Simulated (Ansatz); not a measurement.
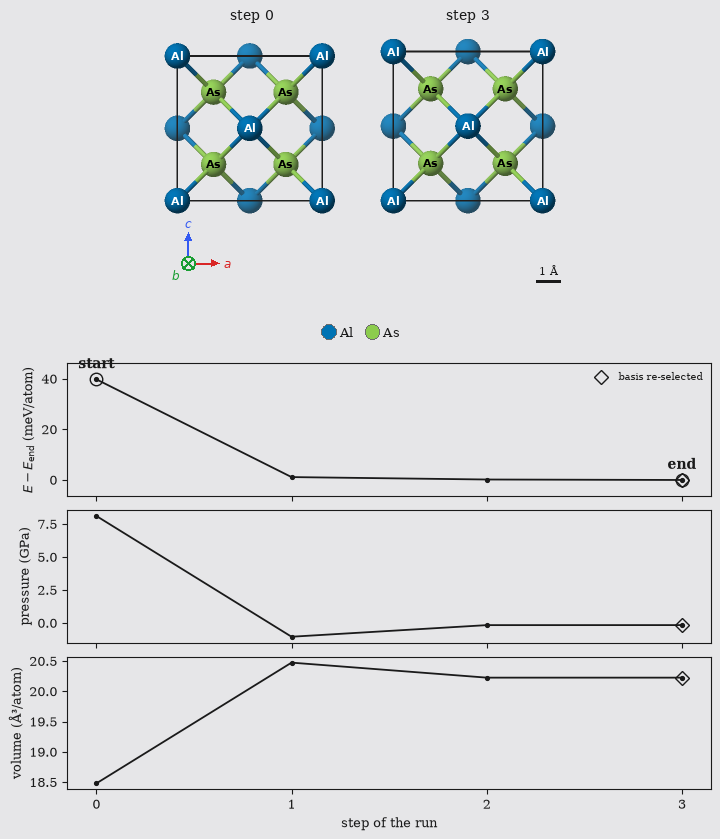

First and last geometry of a relaxation of a crystal of AlAs₂ (built on the fluorite_225 type) (coarse preliminary run), with the history of the run. A ball-and-stick model of the conventional cell (4 times the calculation's cell), seen along the b axis. Lengths and directions refer to the drawn axes.

Case: fluorite type (Fm-3m, No. 225).

These are results of DFT r2SCAN, scalar-relativistic, plane waves, PAW (Ansatz 0.2.0), not measurements.

Input file:
```yaml
crystal:
  lattice:
    - [0.0, 3.0264422118, 3.0264422118]
    - [3.0264422118, 0.0, 3.0264422118]
    - [3.0264422118, 3.0264422118, 0.0]
  atoms:
    - { symbol: Al, position: [0.0, 0.0, 0.0] }
    - { symbol: As, position: [0.25, 0.25, 0.25] }
    - { symbol: As, position: [0.75, 0.75, 0.75] }
basis:
  ecutwfc: 500
kpoints:
  mp_grid: { grid: [6, 6, 6] }
hamiltonian:
  xc: r2scan
scf:
  occupations: { method: gaussian, width: 0.1 }
  lower_state_search: "off"
output:
  forces: true
  stress: true
  eigenvalues: true
relax:
  adjacent_minimum: "off"
  f_tol: 0.04
  max_steps: 70
  cell: { stress_tol: 0.4 }
```

Run as
```bash
ansatz run input.yaml --threads 1 --pin off --max-ram 2560MiB --backend cpu --events-out ev --progress --plain --runs-dir out
```

**Read the history and describe the run.**

It converged. After 2 accepted moves (3 points after the start) the energy has fallen by 39.8 meV per atom. All forces vanish by symmetry, so only the cell relaxes. Pressure: 8.12 GPa at the start and −0.16 GPa at the end. The SCF was repeated once at an unchanged geometry on a basis and grid sized afresh for the cell, which shifted the energy by 0.2 meV per atom at most. The atoms keep their places relative to the cell (all moves are under 0.005 Å). Cell: a = b = c 6.053 → 6.238 Å (+3.1 %). Volume +9.5 %. Some distances before and after: Al1–As2 2.621 → 2.701 Å. The space group stays Fm-3m (No. 225).
